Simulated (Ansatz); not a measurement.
**Geometry relaxation, with input and output: Zn18HO18 (part 1 of 4)**

The run: geometry relaxation of Zn18HO18 (defect cell, 37 atoms in the cell). Method and program: DFT PBE, scalar-relativistic, plane waves, PAW, spin-polarised (Ansatz 0.2.0).

The structure derives from a Materials Project entry. It belongs to a series of runs on one base structure; here: H_i, charge +0, atoms relaxed at the host's cell.

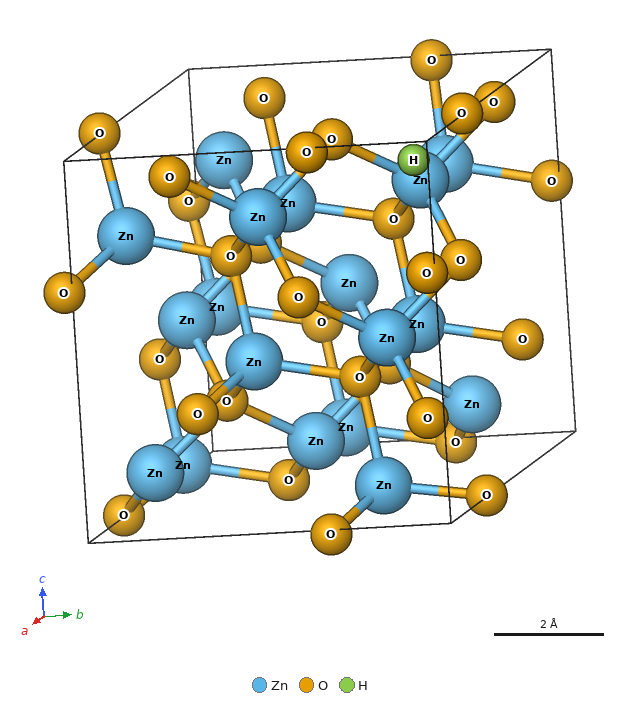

Figure 1. The starting structure (ball-and-stick view of the cell of the calculation, seen slightly off an axis).

## Input
```yaml
crystal:
  lattice:
    - [-1.0e-10, -5.680065669, -5.2931776513]
    - [-4.9190811645, 2.8400328345, -5.2931776513]
    - [4.9190811645, 2.8400328344, -5.2931776513]
  atoms:
    - { symbol: Zn, position: [0.388688156, 0.0553548227, 0.0553548227] }
    - { symbol: Zn, position: [0.0553548227, 0.388688156, 0.0553548227] }
    - { symbol: Zn, position: [0.388688156, 0.7220214894, 0.388688156] }
    - { symbol: Zn, position: [0.388688156, 0.388688156, 0.7220214894] }
    - { symbol: Zn, position: [0.0553548227, 0.0553548227, 0.388688156] }
    - { symbol: Zn, position: [0.723907192, 0.7229791691, 0.0470598208], spin: 0.1 }
    - { symbol: Zn, position: [0.7220214894, 0.388688156, 0.388688156] }
    - { symbol: Zn, position: [0.0571978401, 0.7084683853, 0.7290594538], spin: 0.1 }
    - { symbol: Zn, position: [0.7238722084, 0.0592227398, 0.7349759276], spin: 0.1 }
    - { symbol: Zn, position: [0.4442437116, 0.4442437116, 0.1109103782] }
    - { symbol: Zn, position: [0.1161964615, 0.7625243818, 0.1109452255], spin: 0.1 }
    - { symbol: Zn, position: [0.4442437116, 0.1109103782, 0.4442437116] }
    - { symbol: Zn, position: [0.4442437116, 0.7775770449, 0.7775770449] }
    - { symbol: Zn, position: [0.1109103782, 0.4442437116, 0.4442437116] }
    - { symbol: Zn, position: [0.7758589513, 0.1160493529, 0.1240662393], spin: 0.1 }
    - { symbol: Zn, position: [0.7775770449, 0.7775770449, 0.4442437116] }
    - { symbol: Zn, position: [0.1048439652, 0.1194923943, 0.7808311969], spin: 0.1 }
    - { symbol: Zn, position: [0.7775770449, 0.4442437116, 0.7775770449] }
    - { symbol: O, position: [0.2623196218, 0.9289862884, 0.9289862884] }
    - { symbol: O, position: [0.9289862884, 0.2623196218, 0.9289862884] }
    - { symbol: O, position: [0.2623196218, 0.5956529551, 0.2623196218] }
    - { symbol: O, position: [0.2623196218, 0.2623196218, 0.5956529551] }
    - { symbol: O, position: [0.9289862884, 0.9289862884, 0.2623196218] }
    - { symbol: O, position: [0.5956529551, 0.5956529551, 0.9289862884] }
    - { symbol: O, position: [0.5956529551, 0.2623196218, 0.2623196218] }
    - { symbol: O, position: [0.9289862884, 0.5956529551, 0.5956529551] }
    - { symbol: O, position: [0.5956529551, 0.9289862884, 0.5956529551] }
    - { symbol: O, position: [0.3178751773, 0.3178751773, 0.984541844] }
    - { symbol: O, position: [0.9778266502, 0.6615234744, 0.9834492422], spin: 0.1 }
    - { symbol: O, position: [0.3178751773, 0.984541844, 0.3178751773] }
    - { symbol: O, position: [0.3178751773, 0.6512085106, 0.6512085106] }
    - { symbol: O, position: [0.984541844, 0.3178751773, 0.3178751773] }
    - { symbol: O, position: [0.6568418417, 0.9800025426, 0.9913844718], spin: 0.1 }
    - { symbol: O, position: [0.6512085106, 0.6512085106, 0.3178751773] }
    - { symbol: O, position: [0.9823310139, 0.9723915383, 0.6530152933], spin: 0.1 }
    - { symbol: O, position: [0.6512085106, 0.3178751773, 0.6512085106] }
    - { symbol: H, position: [0.9202177595, 0.9327851299, 0.9355766224], spin: 0.1 }
  host:
    lattice:
      - [3.279387443, 0.0, 0.0]
      - [-1.6396937215, 2.8400328345, 0.0]
      - [0.0, 0.0, 5.2931776513]
    atoms:
      - { symbol: Zn, position: [0.6666666667, 0.3333333333, 0.5006021986] }
      - { symbol: Zn, position: [0.3333333333, 0.6666666667, 0.0006021986] }
      - { symbol: O, position: [0.6666666667, 0.3333333333, 0.8797078014] }
      - { symbol: O, position: [0.3333333333, 0.6666666667, 0.3797078014] }
basis:
  ecutwfc: 420
  xc_grid: 2
kpoints:
  mp_grid: { grid: [2, 2, 2], shift: [0.5, 0.5, 0.5] }
hamiltonian:
  xc: pbe
scf:
  occupations: { method: gaussian, width: 0.02 }
  lower_state_search: "off"
output:
  forces: true
  stress: false
  eigenvalues: true
  populations: true
  charged_corrections:
    defect_position: [0.93055556, 0.93055556, 0.93055556]
    epsilon: [[10.5641, 0.0, 0.0], [0.0, 10.5641, 0.0], [0.0, 0.0, 11.6128]]
  write_density: true
  write_potential: true
  elf: true
  volumetric_format: npy
magnetization:
  spin_polarized: true
relax:
  adjacent_minimum: "off"
  f_tol: 0.03
  max_steps: 40
```

Command:
```bash
ansatz run input.yaml --threads 8 --pin off --max-ram 16384MiB --backend cpu --events-out ev --progress --plain --runs-dir out
```

## The program's output
```
Engine: ansatz 0.2.0, aarch64-unknown-linux-gnu
Pseudopotentials: kind: paw
Pseudopotential: Zn, paw, valence charge 12, recommended cutoff 420 eV (normal), Zn.paw.azcp
Pseudopotential: O, paw, valence charge 6, recommended cutoff 420 eV (normal), O.paw.azcp
Pseudopotential: H, paw, valence charge 1, recommended cutoff 420 eV (normal), H.paw.azcp
Functional definition: PBE
  parameter kappa = 0.804
  parameter beta = 0.06672455060314922
  exchange = pbe_x(kappa = kappa, mu = beta*pi^2/3)
  correlation = pbe_c(beta = beta)
Crystal: 37 atoms, lattice volume = 443.685 Å³
Basis set: ecut = 420 eV, 8645 PW (Γ), exchange–correlation on 108×108×108 points (8 copies of the dense FFT grid, shifted against one another)
Bands: 200, of which v1, the nominal top of the filled ones, is band 163 counted from 1 (162 counted from 0)
Symmetry: 1 space group operations
Space group: P1 (ITA 1), of the structure as read, at distance tolerance 7.6e-5 Å
Magnetic group: BNS 1.1 (UNI 1), of the structure as read, at distance tolerance 7.6e-5 Å
k-points: 4 of 8 (time reversal used)
Non-local potential: Zn, projectors of the file, l = 0: 2, l = 1: 2, l = 2: 3, l = 3: 1
Non-local potential: O, projectors of the file, l = 0: 2, l = 1: 2, l = 2: 1
Non-local potential: H, projectors of the file, l = 0: 2, l = 1: 1
PAW form: soft (Blöchl's): semilocal exchange-correlation on the pseudo side does not see the compensation charge
PAW one-centre angular grid: Zn, 590 points (default); XC on 64 Gauss nodes
PAW one-centre angular grid: O, 110 points (default); XC on 64 Gauss nodes
PAW one-centre angular grid: H, 110 points (default); XC on 64 Gauss nodes
Initial density: superposition of atomic densities (chi_scale 0.1, normalization cell, long waves kept (reshape's long-wave potential 0.08 eV rms))
Starting moments: Σ|m| = 1 μB on 10 of 37 sites
Initial wavefunctions: pseudopotential atomic-orbital guess
Functional: x = pbe(κ = 0.804, μ = 0.2195149727645171), c = pbe(β = 0.06672455060314922)
SCF iter   1: F=—  HF=-69984.503893 eV  |F-HF|=—  |Δ(HF+E_count)|=         —  Δρ=5.33e-2 (↑4.81e-2 ↓5.33e-2)  dr2=2.41e1  dr2_m=1.44e-1  M=0.500 μB ∫|m|=0.529 μB  β_m=0.30  ethr=3.10e-3  ⟨swp⟩=5.8  Hψ=5598  notcnv=0  defer=11
preconditioner: auto → Kerker (q_TF=auto, 2.590 Å⁻¹)  [metal: Δε(μ)=0.014 eV  Ē_g=13.725 eV  σ=0.020 eV  W_gap=0.38  n_scr=130 (ndim 8)  ℏωp=31.8 eV  f_vac=0.001  D(μ)=16.51/eV (n_scr^D=130)]
spin=Collinear: Kerker preconditioning applied to the charge; magnetization (m = ρ↑ − ρ↓) channel mixes plain (no charge-response kernel on spin).
SCF iter   2: F=—  HF=-69978.833717 eV  |F-HF|=—  |Δ(HF+E_count)|=    5.67e0  Δρ=3.03e-2 (↑2.70e-2 ↓3.03e-2)  dr2=8.48e0  dr2_m=1.33e-1  M=0.921 μB ∫|m|=0.934 μB  β_m=0.30  ethr=3.10e-3  ⟨swp⟩=2.1  Hψ=3062  notcnv=0  defer=250
preconditioner: auto → Resta (q_TF=auto, 2.590 Å⁻¹)  ε∞=6.8  [insulator: Δε(μ)=0.030 eV  Ē_g=13.165 eV  σ=0.020 eV  W_gap=0.71  n_scr=130 (ndim 8)  ℏωp=31.8 eV  f_vac=0.001  D(μ)=9.28/eV (n_scr^D=50)  ε∞_Penn≈6.8]
spin=Collinear: Resta preconditioning applied to the charge; magnetization (m = ρ↑ − ρ↓) channel mixes plain (no charge-response kernel on spin).
SCF iter   3: F=—  HF=-69976.414692 eV  |F-HF|=—  |Δ(HF+E_count)|=    2.42e0  Δρ=8.78e-3 (↑8.39e-3 ↓8.78e-3)  dr2=9.76e-1  dr2_m=8.74e-2  M=1.000 μB ∫|m|=1.018 μB  β_m=0.30  ethr=2.61e-3  ⟨swp⟩=2.0  Hψ=2608  notcnv=0  defer=250
SCF iter   4: F=—  HF=-69975.948057 eV  |F-HF|=—  |Δ(HF+E_count)|=   4.67e-1  Δρ=5.19e-3 (↑5.19e-3 ↓4.50e-3)  dr2=1.24e-1  dr2_m=4.94e-2  M=1.000 μB ∫|m|=1.026 μB  β_m=0.30  ethr=3.00e-4  ⟨swp⟩=2.0  Hψ=2801  notcnv=0  defer=250
SCF iter   5: F=—  HF=-69976.129264 eV  |F-HF|=—  |Δ(HF+E_count)|=   1.81e-1  Δρ=5.26e-3 (↑5.26e-3 ↓4.29e-3)  dr2=1.11e-1  dr2_m=2.89e-2  M=1.000 μB ∫|m|=1.034 μB  β_m=0.30  ethr=3.80e-5  ⟨swp⟩=2.0  Hψ=2556  notcnv=0  defer=250
SCF iter   6: F=—  HF=-69976.152299 eV  |F-HF|=—  |Δ(HF+E_count)|=   2.30e-2  Δρ=2.31e-3 (↑2.31e-3 ↓2.11e-3)  dr2=7.10e-3  dr2_m=1.74e-2  M=1.000 μB ∫|m|=1.041 μB  β_m=0.30  ethr=3.43e-5  ⟨swp⟩=2.0  Hψ=2326  notcnv=0  defer=250
SCF iter   7: F=—  HF=-69976.157783 eV  |F-HF|=—  |Δ(HF+E_count)|=   5.48e-3  Δρ=1.69e-3 (↑1.69e-3 ↓1.66e-3)  dr2=1.87e-3  dr2_m=1.08e-2  M=1.000 μB ∫|m|=1.047 μB  β_m=0.30  ethr=2.18e-6  ⟨swp⟩=2.0  Hψ=2556  notcnv=0  defer=250
Mixer restart at iter 7: flushing history
spin-set hold released at iteration 7 (site moments contracting): the magnetisation degrees of freedom join the quasi-Newton model from the next iteration; the mixer history was flushed
SCF iter   8: F=—  HF=-69976.168020 eV  |F-HF|=—  |Δ(HF+E_count)|=   1.02e-2  Δρ=1.33e-3 (↑1.32e-3 ↓1.33e-3)  dr2=9.73e-4  dr2_m=6.67e-3  M=1.000 μB ∫|m|=1.053 μB  β_m=0.63  ethr=5.74e-7  ⟨swp⟩=2.0  Hψ=2598  notcnv=0  defer=250
SCF iter   9: F=—  HF=-69976.187210 eV  |F-HF|=—  |Δ(HF+E_count)|=   1.92e-2  Δρ=2.54e-4 (↑2.18e-4 ↓2.54e-4)  dr2=2.52e-4  dr2_m=1.76e-4  M=1.000 μB ∫|m|=1.071 μB  β_m=0.72  ethr=2.99e-7  ⟨swp⟩=3.0  Hψ=3868  notcnv=0  defer=250
SCF iter  10: F=—  HF=-69976.187566 eV  |F-HF|=—  |Δ(HF+E_count)|=   3.56e-4  Δρ=1.74e-4 (↑1.74e-4 ↓1.58e-4)  dr2=2.80e-4  dr2_m=3.42e-5  M=1.000 μB ∫|m|=1.073 μB  β_m=0.68  ethr=7.77e-8  ⟨swp⟩=2.0  Hψ=2751  notcnv=0  defer=250
SCF iter  11: F=—  HF=-69976.187557 eV  |F-HF|=—  |Δ(HF+E_count)|=   9.22e-6  Δρ=6.26e-5 (↑6.26e-5 ↓5.21e-5)  dr2=2.94e-5  dr2_m=8.40e-6  M=1.000 μB ∫|m|=1.074 μB  β_m=0.84  ethr=7.77e-8  ⟨swp⟩=2.0  Hψ=2538  notcnv=0  defer=250
iter 12 did not close the SCF: its close was put off for a magnetic moment that had not settled (scf_convergence_deferred on its scf_iter line)
SCF iter  12: F=-69976.187583 eV  HF=-69976.187589 eV  |F-HF|=5.78e-6  |Δ(HF+E_count)|=   3.18e-5  Δρ=3.33e-5 (↑3.33e-5 ↓2.68e-5)  dr2=1.10e-5  dr2_m=2.95e-7  M=1.000 μB ∫|m|=1.074 μB  β_m=0.75  ethr=6.92e-9  ⟨swp⟩=16.0  Hψ=17204  notcnv=0
SCF iter  13: F=-69976.187589 eV  HF=-69976.187589 eV  |F-HF|=4.15e-7  |Δ(HF+E_count)|=   5.51e-7  Δρ=8.67e-6 (↑6.42e-6 ↓8.67e-6)  dr2=1.27e-6  dr2_m=1.80e-8  M=1.000 μB ∫|m|=1.075 μB  ethr=3.39e-9  ⟨swp⟩=7.2  Hψ=11962  notcnv=0
SCF 1 converged in 13 iterations: F = -69976.187589 eV  dr2 = 1.27e-6
  greatest PAW one-centre occupation: 0.987 electrons in one spin orbital (limit 2), on the Zn atom at site 16 (counted from 0), in its partial waves of l = 2
relax step   1: F+E_penalty+E_count = -69976.18758872 eV  Δ(F+E_penalty+E_count) = +0.000e0 eV  max|allowed force component| = 1.201e0 eV/Å  Δτ_max = 0.0000 Å  (13 SCF iters, dr2 threshold 2.25e-5 eV, accepted)
Initial density: handed on by an earlier stage of this run
Starting moments: Σ|m| = 1 μB on 10 of 37 sites; this step starts from the density that it was given
Initial wavefunctions: those handed on with the density
iter 1 solved again at ethr=2.55e-5 eV; its pass at ethr=3.10e-3 eV (dr2=8.27e-2 eV) is discarded
SCF iter   1: F=—  HF=-69976.502314 eV  |F-HF|=—  |Δ(HF+E_count)|=         —  Δρ=3.91e-3 (↑3.91e-3 ↓3.77e-3)  dr2=8.38e-2  dr2_m=2.76e-2  M=1.000 μB ∫|m|=1.092 μB  β_m=0.30  ethr=2.55e-5  ⟨swp⟩=2.0  Hψ=5394  notcnv=0  defer=250
preconditioner: auto → Resta (q_TF=auto, 2.590 Å⁻¹)  ε∞=7.5  [insulator: Δε(μ)=0.918 eV  Ē_g=12.497 eV  σ=0.020 eV  W_gap=1.00  n_scr=130 (ndim 8)  ℏωp=31.8 eV  f_vac=0.039  D(μ)=0.00/eV (n_scr^D=0)  ε∞_Penn≈7.5]
spin=Collinear: Resta preconditioning applied to the charge; magnetization (m = ρ↑ − ρ↓) channel mixes plain (no charge-response kernel on spin).
SCF iter   2: F=—  HF=-69976.519397 eV  |F-HF|=—  |Δ(HF+E_count)|=   1.71e-2  Δρ=2.86e-3 (↑2.86e-3 ↓2.61e-3)  dr2=4.18e-2  dr2_m=1.48e-2  M=1.000 μB ∫|m|=1.092 μB  β_m=0.64  ethr=2.55e-5  ⟨swp⟩=2.0  Hψ=2556  notcnv=0  defer=250
SCF iter   3: F=—  HF=-69976.543448 eV  |F-HF|=—  |Δ(HF+E_count)|=   2.41e-2  Δρ=5.28e-4 (↑5.28e-4 ↓4.94e-4)  dr2=3.52e-3  dr2_m=2.02e-4  M=1.000 μB ∫|m|=1.091 μB  β_m=0.59  ethr=1.29e-5  ⟨swp⟩=2.5  Hψ=2655  notcnv=0  defer=250
SCF iter   4: F=—  HF=-69976.543133 eV  |F-HF|=—  |Δ(HF+E_count)|=   3.14e-4  Δρ=2.14e-4 (↑2.14e-4 ↓1.49e-4)  dr2=4.56e-4  dr2_m=4.25e-5  M=1.000 μB ∫|m|=1.091 μB  β_m=0.79  ethr=1.08e-6  ⟨swp⟩=2.0  Hψ=2668  notcnv=0  defer=250
SCF iter   5: F=—  HF=-69976.543244 eV  |F-HF|=—  |Δ(HF+E_count)|=   1.11e-4  Δρ=7.39e-5 (↑6.95e-5 ↓7.39e-5)  dr2=9.14e-5  dr2_m=1.61e-6  M=1.000 μB ∫|m|=1.091 μB  β_m=0.73  ethr=1.40e-7  ⟨swp⟩=2.0  Hψ=2548  notcnv=0  defer=250
SCF iter   6: F=-69976.543211 eV  HF=-69976.543228 eV  |F-HF|=1.69e-5  |Δ(HF+E_count)|=   1.66e-5  Δρ=3.54e-5 (↑3.35e-5 ↓3.54e-5)  dr2=2.24e-5  dr2_m=3.86e-7  M=1.000 μB ∫|m|=1.091 μB  ethr=2.78e-8  ⟨swp⟩=16.1  Hψ=16937  notcnv=0
SCF 2 converged in 6 iterations: F = -69976.543211 eV  dr2 = 2.24e-5
[... from here on the iterations of each SCF are left out, up to the last one ...]
relax step   2: F+E_penalty+E_count = -69976.54321090 eV  Δ(F+E_penalty+E_count) = -3.556e-1 eV  max|allowed force component| = 7.468e-1 eV/Å  Δτ_max = 0.1948 Å  (6 SCF iters, dr2 threshold 9.02e-5 eV, accepted)
preconditioner: auto → Resta (q_TF=auto, 2.590 Å⁻¹)  ε∞=7.5  [insulator: Δε(μ)=0.927 eV  Ē_g=12.505 eV  σ=0.020 eV  W_gap=1.00  n_scr=130 (ndim 8)  ℏωp=31.8 eV  f_vac=0.039  D(μ)=0.00/eV (n_scr^D=0)  ε∞_Penn≈7.5]
spin=Collinear: Resta preconditioning applied to the charge; magnetization (m = ρ↑ − ρ↓) channel mixes plain (no charge-response kernel on spin).
SCF 3 converged in 8 iterations: F = -69976.782709 eV  dr2 = 2.18e-6
relax step   3: F+E_penalty+E_count = -69976.78270936 eV  Δ(F+E_penalty+E_count) = -2.395e-1 eV  max|allowed force component| = 1.012e-1 eV/Å  Δτ_max = 0.2000 Å  (8 SCF iters, dr2 threshold 3.49e-5 eV, accepted)
preconditioner: auto → Resta (q_TF=auto, 2.590 Å⁻¹)  ε∞=7.5  [insulator: Δε(μ)=0.771 eV  Ē_g=12.506 eV  σ=0.020 eV  W_gap=1.00  n_scr=130 (ndim 8)  ℏωp=31.8 eV  f_vac=0.039  D(μ)=0.00/eV (n_scr^D=0)  ε∞_Penn≈7.5]
spin=Collinear: Resta preconditioning applied to the charge; magnetization (m = ρ↑ − ρ↓) channel mixes plain (no charge-response kernel on spin).
SCF 4 converged in 9 iterations: F = -69976.795570 eV  dr2 = 3.20e-8
  greatest PAW one-centre occupation: 0.987 electrons in one spin orbital (limit 2), on the Zn atom at site 0 (counted from 0), in its partial waves of l = 2
relax step   4: F+E_penalty+E_count = -69976.79556971 eV  Δ(F+E_penalty+E_count) = -1.286e-2 eV  max|allowed force component| = 4.100e-2 eV/Å  Δτ_max = 0.0921 Å  (9 SCF iters, accepted)
SCF iter   1: F=—  HF=-69976.793244 eV  |F-HF|=—  |Δ(HF+E_count)|=         —  Δρ=9.13e-4 (↑9.13e-4 ↓6.05e-4)  dr2=2.24e-3  dr2_m=1.52e-3  M=1.000 μB ∫|m|=1.092 μB  β_m=0.30  ethr=1.49e-5  ⟨swp⟩=3.0  Hψ=3304  notcnv=0  defer=250
preconditioner: auto → Resta (q_TF=auto, 2.590 Å⁻¹)  ε∞=7.5  [insulator: Δε(μ)=0.723 eV  Ē_g=12.503 eV  σ=0.020 eV  W_gap=1.00  n_scr=130 (ndim 8)  ℏωp=31.8 eV  f_vac=0.039  D(μ)=0.00/eV (n_scr^D=0)  ε∞_Penn≈7.5]
spin=Collinear: Resta preconditioning applied to the charge; magnetization (m = ρ↑ − ρ↓) channel mixes plain (no charge-response kernel on spin).
SCF iter   2: F=—  HF=-69976.794546 eV  |F-HF|=—  |Δ(HF+E_count)|=   1.30e-3  Δρ=6.84e-4 (↑6.84e-4 ↓4.07e-4)  dr2=1.11e-3  dr2_m=8.34e-4  M=1.000 μB ∫|m|=1.092 μB  β_m=0.65  ethr=6.88e-7  ⟨swp⟩=2.0  Hψ=3004  notcnv=0  defer=250
SCF iter   3: F=—  HF=-69976.796197 eV  |F-HF|=—  |Δ(HF+E_count)|=   1.65e-3  Δρ=1.36e-4 (↑1.34e-4 ↓1.36e-4)  dr2=2.14e-4  dr2_m=1.45e-5  M=1.000 μB ∫|m|=1.091 μB  β_m=0.58  ethr=3.42e-7  ⟨swp⟩=2.0  Hψ=2605  notcnv=0  defer=250
SCF iter   4: F=—  HF=-69976.796172 eV  |F-HF|=—  |Δ(HF+E_count)|=   2.46e-5  Δρ=4.01e-5 (↑4.01e-5 ↓3.04e-5)  dr2=1.41e-5  dr2_m=1.19e-6  M=1.000 μB ∫|m|=1.091 μB  β_m=0.79  ethr=6.59e-8  ⟨swp⟩=2.0  Hψ=2588  notcnv=0  defer=250
SCF iter   5: F=—  HF=-69976.796649 eV  |F-HF|=—  |Δ(HF+E_count)|=   4.77e-4  Δρ=1.72e-5 (↑1.68e-5 ↓1.72e-5)  dr2=3.93e-6  dr2_m=3.51e-8  M=1.000 μB ∫|m|=1.091 μB  β_m=0.66  ethr=4.34e-9  ⟨swp⟩=2.0  Hψ=2549  notcnv=0  defer=250
SCF iter   6: F=—  HF=-69976.796648 eV  |F-HF|=—  |Δ(HF+E_count)|=   1.35e-6  Δρ=5.72e-6 (↑4.64e-6 ↓5.72e-6)  dr2=4.18e-7  dr2_m=1.80e-8  M=1.000 μB ∫|m|=1.091 μB  β_m=0.71  ethr=1.21e-9  ⟨swp⟩=2.0  Hψ=2555  notcnv=0  defer=250
iter 7 did not close the SCF: its close was put off for a magnetic moment that had not settled (scf_convergence_deferred on its scf_iter line)
SCF iter   7: F=-69976.796648 eV  HF=-69976.796648 eV  |F-HF|=3.47e-8  |Δ(HF+E_count)|=   8.09e-8  Δρ=2.19e-6 (↑1.98e-6 ↓2.19e-6)  dr2=6.77e-8  dr2_m=6.04e-9  M=1.000 μB ∫|m|=1.091 μB  β_m=0.85  ethr=3.08e-11  ⟨swp⟩=13.6  Hψ=11757  notcnv=0
SCF iter   8: F=-69976.796648 eV  HF=-69976.796648 eV  |F-HF|=1.95e-8  |Δ(HF+E_count)|=   6.10e-8  Δρ=1.35e-6 (↑1.29e-6 ↓1.35e-6)  dr2=2.58e-8  dr2_m=3.16e-10  M=1.000 μB ∫|m|=1.091 μB  ethr=2.08e-11  ⟨swp⟩=5.2  Hψ=9635  notcnv=0
SCF 5 converged in 8 iterations: F = -69976.796648 eV  dr2 = 2.58e-8
  greatest PAW one-centre occupation: 0.987 electrons in one spin orbital (limit 2), on the Zn atom at site 17 (counted from 0), in its partial waves of l = 2
relax step   5: F+E_penalty+E_count = -69976.79664778 eV  Δ(F+E_penalty+E_count) = -1.078e-3 eV  max|allowed force component| = 1.196e-2 eV/Å  Δτ_max = 0.0534 Å  (8 SCF iters, accepted)
```

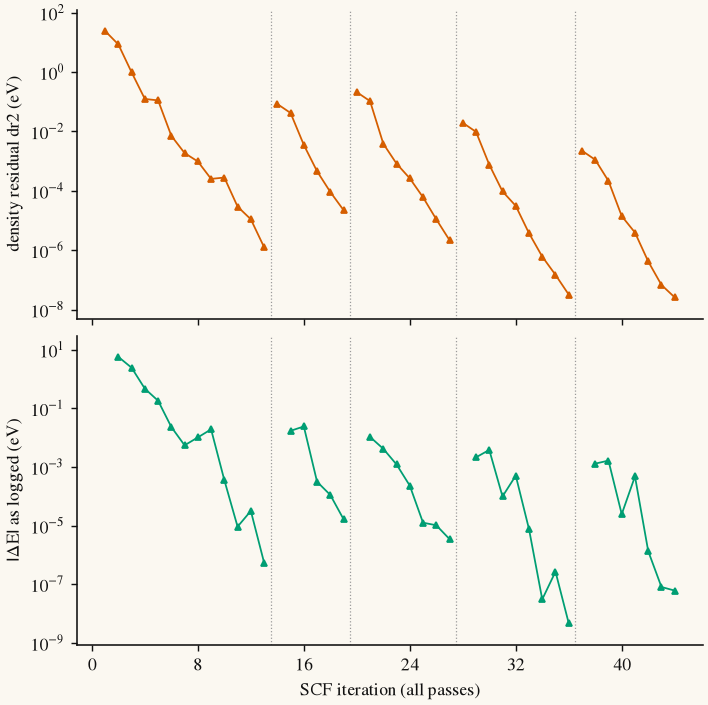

Figure 2. Convergence of the self-consistent field: density residual dr2 and size of the energy change against the SCF iteration. The dotted lines part the SCF passes of the relaxation: geometry steps, rejected trials and re-solves on a re-selected basis. The 5 passes take 6 to 13 iterations each, 44 in all.
